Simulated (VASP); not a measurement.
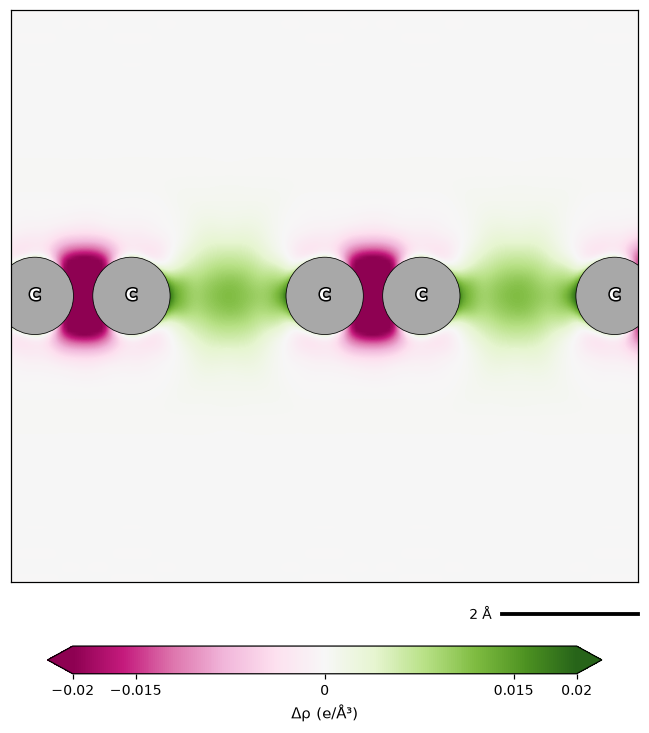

C. Difference of the valence pseudo-densities of two functionals at the same geometry, on the (110) plane of the calculation cell, a cut from vacuum to vacuum: LDA less SCAN.

Both computed with VASP (plane waves, PAW), on the same k-point mesh. Grey discs cover the atomic cores.

```xyz
2
Lattice="2.4610 0.0000 0.0000 -1.2305 2.1313 0.0000 0.0000 0.0000 18.0000" Properties=species:S:1:pos:R:3 pbc="T T T"
C     0.0000    0.0000    9.0000
C     0.0000    1.4209    9.0000
```

Q: Where does the change of functional move the electrons?

A: Against SCAN, LDA gives less density around C (−0.014 e/Å³ on average at 0.8 Å from the nucleus) and a change of −0.051 e/Å³ at the midpoint of C–C.
